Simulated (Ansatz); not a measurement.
MgS

Input file:

```
crystal:
  lattice:
    - [4.3189567271, 0.0, 0.0]
    - [-2.1594783635, 3.7403262436, 0.0]
    - [0.0, 0.0, 5.3202916223]
  atoms:
    - { symbol: Mg, position: [0.3333333333, 0.6666666667, 0.25] }
    - { symbol: Mg, position: [0.6666666667, 0.3333333333, 0.75] }
    - { symbol: S, position: [0.6666666667, 0.3333333333, 0.25] }
    - { symbol: S, position: [0.3333333333, 0.6666666667, 0.75] }
kpoints:
  mp_grid: { grid: [6, 6, 4] }
hamiltonian:
  xc: pbesol
scf:
  occupations: { method: fermi_dirac, width: 0.02 }
relax:
  f_tol: 0.005
  cell: {}
output:
  write_density: true
  write_potential: true
  elf: true
  volumetric_format: npy
```

Run with:

```sh
ansatz run input.yaml --threads 2 --pin off --max-ram 2211MiB --backend cpu --events-out ev --progress --plain --runs-dir out
```

Below, planes, directions and counts refer to the conventional cell (a = 4.29 Å, b = 4.29 Å, c = 5.26 Å, α = 90.00°, β = 90.00°, γ = 120.00°).

The fields are those of the relaxed geometry.

Space group P6₃/mmc; started from the h-MgO (five-fold) prototype, which need not be the ambient phase.

These are results of DFT, PBEsol, plane waves, PAW in Ansatz 0.2.0, not measurements.

In a PAW calculation such maps are meaningful between the atoms, not at the nuclei.

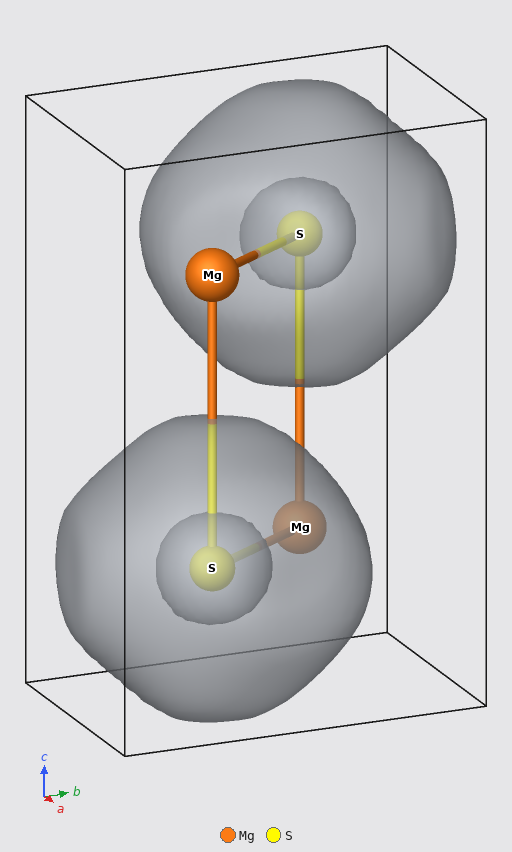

Figure 1. Isosurface of the electron localisation function at 0.65 (grey), seen slightly off an axis. Only the valence region is drawn (cores and ρ < 0.01 e/Å³ removed). Sticks mark near contacts.

Question: What do the ELF domains correspond to?

Answer: The surface consists of two regions wrapped around S (the valence shell of each), counted in one cell of 4 atoms. Regions shared between cells count once.


Mg–S (2.48 Å): the ELF peaks at about 0.90 in the valence shell of S, 0.9 Å from its nucleus, and falls to about 0.05 next to Mg (an ionic contact with no shared pair). Mg–S (2.63 Å): the ELF peaks at about 0.90 in the valence shell of S, 0.9 Å from its nucleus, and falls to about 0 next to Mg; an ionic contact with no shared pair.

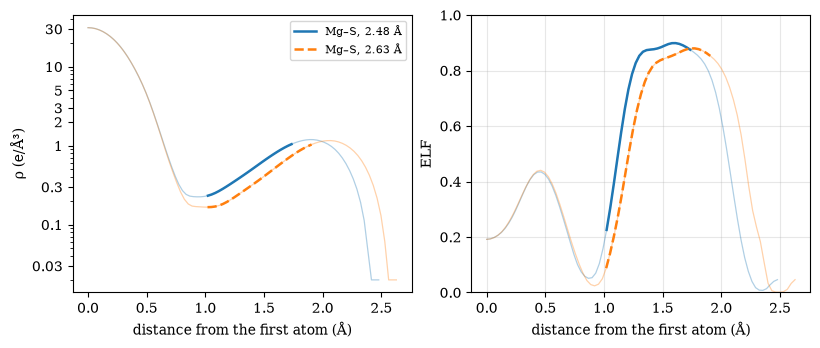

Figure 2. Valence charge density (pseudo) and ELF along straight lines between neighbouring atoms. Thin, pale parts lie inside the atomic spheres.

Question: What kind of bonding do the profiles show?

Answer: Mg–S (2.48 Å): the density is about 0.35 e/Å³ at the midpoint; the ELF peaks at about 0.90 in the valence shell of S, 0.9 Å from its nucleus, and falls to about 0.05 next to Mg: a largely ionic contact.
Mg–S (2.63 Å): the density is about 0.26 e/Å³ at the midpoint; the ELF peaks at about 0.90 in the valence shell of S, 0.9 Å from its nucleus, and falls to about 0 next to Mg (an ionic contact with no shared pair).

Question: Does the calculation make it a metal, or give it a gap?

Answer: It is gapped, with a Kohn–Sham gap of 2.9 eV on the k-point mesh, an upper bound to the gap of this method.
